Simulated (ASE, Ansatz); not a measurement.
# C(110) slab, H on the bottom face (180 atoms): support functions against a reference, part 2 of 2

Aim: test how closely localised support functions follow the reference on C(110) slab, H on the bottom face (180 atoms), and at what cost. A setting counts as converged where the r.m.s. difference of forces stays under 1 % of the r.m.s. force.

Ansatz 0.2.0; Kohn-Sham DFT, LDA, PAW (set soft_2), plane waves.

The cell: 150 C and 30 H. Beside vacuum, support functions can miss their usual error bounds without a warning. The main run has no spin polarisation. Sampling is at Γ alone, for a cell whose shortest periodic width is 11 Å.

So far. Step 2 (Plane-wave single point): Between -22 and -14 eV lie 120 more states.

**3. Structure statistics**

These statistics describe the geometry on which the runs were made.

Normalised to the volume that the atoms fill. g(r), total and by pair (bins of 0.2 Å):

| r (Å) | total | C-C | C-H | H-H |
| --- | --- | --- | --- | --- |
| 1.00 | 0.42 | 0.00 | 1.50 | 0.00 |
| 1.20 | 0.25 | 0.00 | 0.91 | 0.00 |
| 1.40 | 0.26 | 0.37 | 0.00 | 0.00 |
| 1.60 | 2.75 | 3.96 | 0.00 | 0.00 |
| 1.80 | 0.12 | 0.00 | 0.00 | 4.37 |
| 2.00 | 0.11 | 0.00 | 0.02 | 3.58 |
| 2.20 | 0.50 | 0.00 | 1.80 | 0.00 |
| 2.40 | 0.83 | 1.02 | 0.03 | 4.08 |
| 2.60 | 2.69 | 3.32 | 0.89 | 5.05 |
| 2.80 | 0.49 | 0.12 | 1.46 | 0.00 |
| 3.00 | 2.08 | 2.90 | 0.22 | 0.00 |
| 3.20 | 0.04 | 0.00 | 0.13 | 0.00 |
| 3.40 | 0.30 | 0.02 | 1.04 | 0.08 |
| 3.60 | 0.78 | 0.98 | 0.13 | 2.18 |
| 3.80 | 0.76 | 1.07 | 0.04 | 0.00 |
| 4.00 | 0.66 | 0.53 | 0.88 | 1.76 |
| 4.20 | 0.27 | 0.02 | 0.92 | 0.16 |
| 4.40 | 2.00 | 2.39 | 0.79 | 4.37 |
| 4.60 | 1.11 | 1.38 | 0.54 | 0.00 |
| 4.80 | 0.04 | 0.01 | 0.12 | 0.00 |
| 5.00 | 0.81 | 0.79 | 0.88 | 1.09 |
| 5.20 | 1.02 | 1.16 | 0.64 | 1.12 |
| 5.40 | 0.51 | 0.27 | 1.16 | 0.00 |
| 5.60 | 0.83 | 1.13 | 0.16 | 0.00 |
| 5.80 | 0.51 | 0.57 | 0.33 | 0.84 |
| 6.00 | 0.15 | 0.03 | 0.46 | 0.03 |
| 6.20 | 0.50 | 0.37 | 0.67 | 2.14 |
| 6.40 | 0.85 | 0.84 | 0.89 | 0.60 |

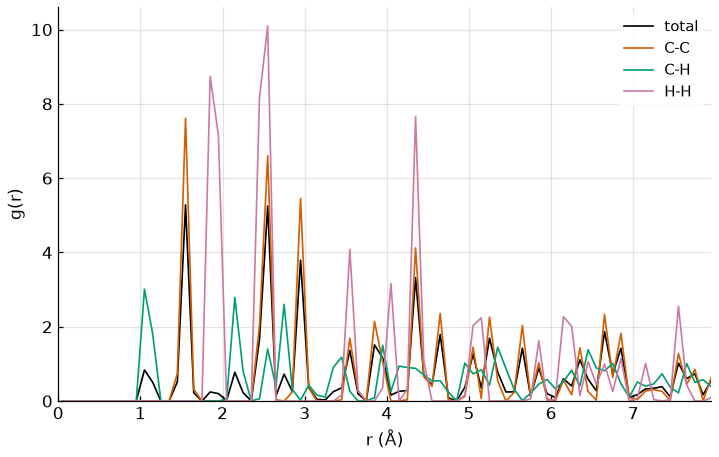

Pair distribution functions.

Bonds by pair of elements; cutoffs follow the first minimum of g(r), held within bounds set by covalent radii, and pairs that aren't listed don't count as bonded:

| pair A-B | cutoff (Å) | bonds | mean length (Å) | spread (Å) | shortest (Å) | B about A | A about B |
| --- | --- | --- | --- | --- | --- | --- | --- |
| C-C | 1.85 | 270 | 1.54 | 0.03 | 1.46 | 3.6 | 3.6 |
| C-H | 1.34 | 30 | 1.10 | 0.026 | 1.02 | 0.2 | 1 |

How many atoms have how many bonded neighbours:

| element | mean | 1 | 3 | 4 |
| --- | --- | --- | --- | --- |
| C | 3.8 | 0 | 30 | 120 |
| H | 1 | 30 | 0 | 0 |

Bond angles (no mean is given where the spread exceeds 20°):

| angle | count | mean (°) | spread (°) |
| --- | --- | --- | --- |
| C-C-C | 720 | 109 | 1.7 |
| C-C-H | 90 | 110 | 2 |

Bond length by coordination (bonds to H left out):

| element | coordination | atoms | mean bond length (Å) |
| --- | --- | --- | --- |
| C | 3 | 30 | 1.55 |
| C | 4 | 120 | 1.54 |

With the cutoffs above, 80 % of C atoms have 4 and all H atoms have 1 bonded neighbour. The C-C-C angle averages 109° with a spread of 1.7°.

The surroundings of C20, which has 3 bonded neighbours where the commonest count for C is 4, nearest first, numbered as they follow in the input and with coordinates relative to it.

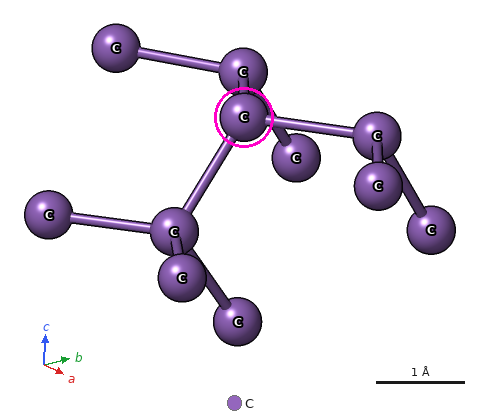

The atoms of the table, within 2.6 Å (arrows a, b, c point along x, y, z); some may hide others; the central atom is ringed.

| atom | x | y | z | distance (Å) | bonds | Löwdin charge (e) | Fx | Fy | Fz (eV/Å) |
| --- | --- | --- | --- | --- | --- | --- | --- | --- | --- |
| C20 | 0.00 | 0.00 | 0.00 | 0.00 | 3 | 0.01 | 0.64 | 5.30 | -1.21 |
| C17 | 0.00 | -0.92 | -1.22 | 1.53 | 4 | 0.04 | 1.59 | -0.08 | 0.70 |
| C19 | -1.26 | 0.93 | -0.02 | 1.56 | 3 | 0.03 | 0.43 | -5.58 | -0.46 |
| C39 | 1.30 | 0.92 | 0.03 | 1.59 | 3 | -0.02 | -0.53 | -4.87 | -2.17 |
| C10 | -2.46 | 0.01 | 0.04 | 2.46 | 3 | 0.00 | -1.02 | 4.40 | -1.89 |
| C16 | 0.06 | 0.02 | -2.47 | 2.47 | 4 | 0.01 | -1.22 | -0.75 | -1.08 |
| C118 | 1.29 | -1.76 | -1.22 | 2.50 | 4 | 0.05 | -0.47 | 0.43 | 0.97 |
| C88 | -1.20 | -1.81 | -1.25 | 2.50 | 4 | 0.04 | -1.70 | 1.61 | 1.10 |
| C18 | -1.30 | 1.79 | -1.23 | 2.54 | 4 | 0.04 | 3.00 | 1.56 | 0.83 |
| C38 | 1.28 | 1.79 | -1.27 | 2.54 | 4 | 0.04 | 0.08 | 2.01 | 2.02 |
| C40 | 2.56 | 0.00 | -0.01 | 2.56 | 3 | 0.01 | -0.02 | 4.95 | -0.89 |

The column of bonds counts only the pairs C-C within 1.85 Å, C-H within 1.34 Å; other neighbours, such as metal atoms beside each other in a compound, aren't counted, and periodic images can show an atom twice.

**4. Support functions medium**

With localised support functions most steps grow linearly with size, though the diagonalisation grows faster unless the density matrix is cut; this run measures error and cost at this size.

This step: Kohn-Sham DFT, LDA, PAW (set soft_2), localised support functions (medium) (Ansatz 0.2.0).

input.yaml reads:

```yaml
crystal:
  lattice:
    - [12.61125, 0.0, 0.0]
    - [0.0, 10.701, 0.0]
    - [0.0, 0.0, 17.93448]
  atoms:
    [... the 180 atom lines of step 2 ...]
kpoints:
  mp_grid: { grid: [1, 1, 1] }
hamiltonian:
  xc: lda
scf:
  occupations: { method: fermi_dirac, width: 0.05 }
  eigensolver: { kind: { support_functions: { accuracy: medium } } }
  mixing: { beta: 0.4 }
  max_iter: 150
output:
  forces: true
  eigenvalues: true
```

Run with:

```bash
$ ansatz run input.yaml --threads 8 --pin off --max-ram 15872MiB --backend cpu --events-out ev --progress --plain --runs-dir out
```

Log:

```text
Warning: scf.eigensolver.kind.support_functions: disabling space-group detection — the functions' gradient is summed over unrotated k-points, so no spatial operation reduces the k-mesh or symmetrises the density; time reversal is kept, so that k and −k are solved as one point where they differ and the mesh holds both, and exact exchange and, on two spinor components, a DFT+U term hold to it where the run has them: [...]
settings of this run that can trade accuracy for cost: scf.eigensolver.kind.support_functions [...]
[...]
Crystal: 180 atoms, lattice volume = 2420.312 Å³
Basis set: ecut = 420 eV, 47291 PW (Γ)
Bands: 378, of which v1, the nominal top of the filled ones, is band 315 counted from 1 (314 counted from 0)
Symmetry: 1 space group operations
k-points: 1
[...]
SCF iter   1: F=—  HF=-36882.377044 eV  |F-HF|=—  |Δ(HF+E_count)|=         —  Δρ=7.69e-2  dr2=1.28e2  ethr=1.00e-1
[...]
SCF iter  16: F=—  HF=-36854.107658 eV  |F-HF|=—  |Δ(HF+E_count)|=   1.87e-6  Δρ=1.05e-5  dr2=5.11e-6  ethr=2.06e-9  κ⁻¹=1.5e-4(r=7)
SCF iter  17: F=-36854.107659 eV  HF=-36854.107659 eV  |F-HF|=1.19e-7  |Δ(HF+E_count)|=   8.19e-7  Δρ=6.08e-6  dr2=2.26e-6  ethr=8.12e-10
SCF 1 converged in 17 iterations: F = -36854.116540 eV  dr2 = 2.26e-6
[...]
SCF converged after 17 iterations
Stability not checked: this state was not tested for a lower state beside it, because the mixer in use, unlike msr1, does not test its closes by its own steps (another_mixer; see scf.mixing.algorithm and scf.lower_state_search)
Free energy (F): -36854.116540 eV
[...]
Internal energy: -36854.110233 eV  (E = F + TS)
E sigma→0 (E₀):  -36854.113387 eV
Entropy (-TS):   -0.006307 eV (-0.035 meV/atom)
Fermi energy:    2.022479 eV
[...]
Σ components = -36854.116540   (vs F -36854.116540, Δ=0.00e0)
--- Forces (eV/Å), atoms counted from 1 ---
  atom   1  C      0.02091413    -0.19620597     1.11168463
  atom   2  C      0.76963353     0.70526587     0.48979792
  atom   3  C     -1.56305302     1.47027640     0.24064575
  atom   4  C      0.58164401    -0.93708159    -0.46607723
[...]
atom 180  H      0.03825141    -0.21484564    -0.69176150
  max |Σ_I F_I| component: 2.17e-2 eV/Å
--- Band table (eV) ---
[...]
```

Run time: 82 s. Hardware: 8 threads of Arm Neoverse V1, shared host; peak memory 4.3 GiB; 11 min of CPU time.

The program notes that the band table was not solved further than the SCF left it and it switched symmetry off.

Keys that differ from the reference: support_functions.accuracy = "medium", scf.max_iter = 150 and scf.mixing.beta = 0.4.

Forces differ from the reference by 3.5 meV/Å r.m.s., 0.22 % of their size, well within a tolerance of 1 %; the energy by -4.7 meV/atom. It took 82 s and 17 cycles; the reference's time can't be set against it, since the two runs asked for unlike analyses.

**5. All settings compared**

Each row is set against the plane-wave reference (Kohn-Sham DFT, LDA, PAW (set soft_2), plane waves; r.m.s. force component 1.55 eV/Å). Energies are set beside the reference only for runs with its functional, potentials and electron count. Times are for 8 threads of Arm Neoverse V1, shared host. The reference's time includes the DOS and grids, which some other runs skip.

| run | Δ force, r.m.s. (meV/Å) | share of r.m.s. force (%) | Δ energy (meV/atom) | Δ gap (eV) | cycles | time | host memory (GiB) |
| --- | --- | --- | --- | --- | --- | --- | --- |
| reference | - | - | - | - | 16 | 41 s | 3.0 |
| support functions medium | 3.49 | 0.225 | -4.71 | 0.001 | 17 | 82 s | 4.3 |

**6. Outcome**

```json
{
 "free energy per atom": "-204.7404 eV/atom",
 "r.m.s. force component": "1.553 eV/Å",
 "gap (highest filled to lowest empty level)": "0.6134 eV",
 "wall time of the 2 DFT runs": "2 min"
}
```

What this shows: Against plane waves at 420 eV, the forces differ by 3.5 meV/Å (0.22 %) with support functions medium. At 180 atoms the run with support functions medium takes roughly 2.0 times the time of plane waves (whose run also made extra analyses, so the like-for-like ratio is larger), in 17 SCF cycles against 16. Differences between support functions and plane waves include what basis error the plane-wave run still has.

Between filled and empty levels lie 0.613 eV at Γ alone; the mesh holds the band edges only if they fold onto it, so the gap at this level can be narrower or closed, and states at the surface or the caps may set it. With the cutoffs above, 80 % of C atoms have 4 and all H atoms have 1 bonded neighbour.

What to keep in mind: The geometry was built by rule, was displaced at random and isn't relaxed at this level: its force components are 1.6 eV/Å r.m.s. The slab bears a dipole and has periodic images along its normal, so a spurious field crosses the vacuum.

[Logs are printed without paths, hosts, clocks, repeated set-up lines and the standing remarks that a program may print on its own settings, such as how far it seeks lower states.]

[Hosts, paths, dates, database ids (printed as entryN), source tags and the programs' standing remarks are cut or masked in the printed files.]
